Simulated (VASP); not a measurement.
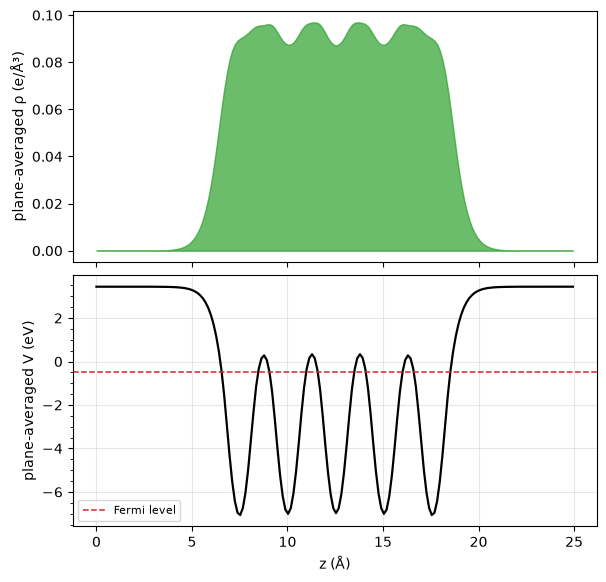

Mg (slab). Plane average of the electrostatic potential (local pseudopotential plus Hartree) felt by an electron and of the valence charge density (pseudo) across the slab.

Computed with Kohn-Sham DFT of a periodic cell, LDA, VASP PAW LDA potentials, recommended (VASP).

In a PAW calculation such maps are meaningful between the atoms, not at the nuclei.

Q: How far above the Fermi level of the calculation is the vacuum level?

A: 3.9 eV.

Q: How thick is the slab, and how wide the vacuum?

A: The outermost nuclei are 10.1 Å apart, in 5 atomic planes; the vacuum between periodic images is 15.0 Å wide.
